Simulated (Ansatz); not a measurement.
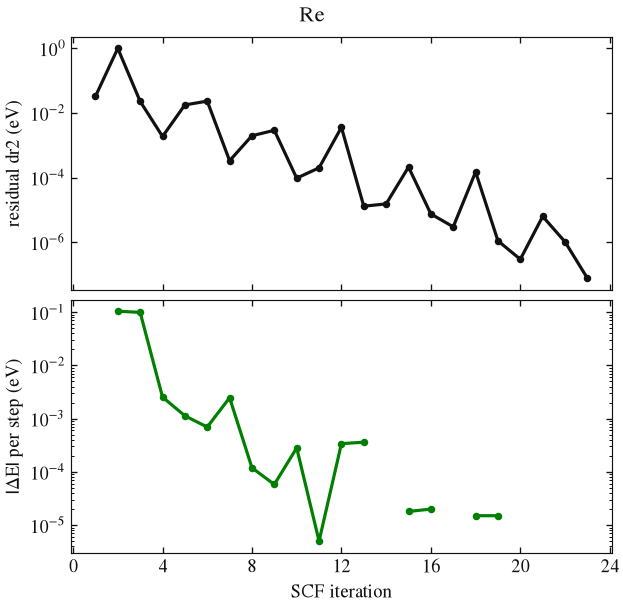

The plot shows the SCF iterations of a calculation: density residual dr2, step-to-step change of the Harris–Foulkes energy. Energy differences below 3 × 10⁻⁶ eV aren't drawn. The starting density is a sum of atomic densities corrected by a trained network.

Re (4 atoms in the cell), run with Ansatz.

```
crystal:
  lattice:
    - [2.7783604656, 0.0, 0.0]
    - [-1.3891802328, 2.4061307441, 0.0]
    - [0.0, 0.0, 8.9500980733]
  atoms:
    - { symbol: Re, position: [0.0, 0.0, 0.0] }
    - { symbol: Re, position: [0.3333333333, 0.6666666667, 0.25] }
    - { symbol: Re, position: [0.0, 0.0, 0.5] }
    - { symbol: Re, position: [0.6666666667, 0.3333333333, 0.75] }
basis:
  ecutwfc: 420
kpoints:
  mp_grid: { grid: [18, 18, 6] }
hamiltonian:
  xc: pbe
scf:
  occupations: { method: fermi_dirac, width: 0.15 }
  mixing: { algorithm: broyden, beta: 0.95, ndim: 1, preconditioner: none }
  max_iter: 80
output:
  forces: true
  eigenvalues: true
  stress: true
```

Run as:
```bash
ansatz run input.yaml --threads 1 --pin off --max-ram 1228MiB --backend cpu --events-out ev --progress --plain --runs-dir out
```

> How did this run end?

The run converged; it took 23 iterations. The residual falls unevenly and jumps up by a factor of two or more 8 times on the way down, most sharply at step 18 (by a factor of about 50).

> Is anything amiss with this input?

The input holds an odd setting (mixing far too strong). The SCF closed; whether the result suffers can't be told from this run alone.
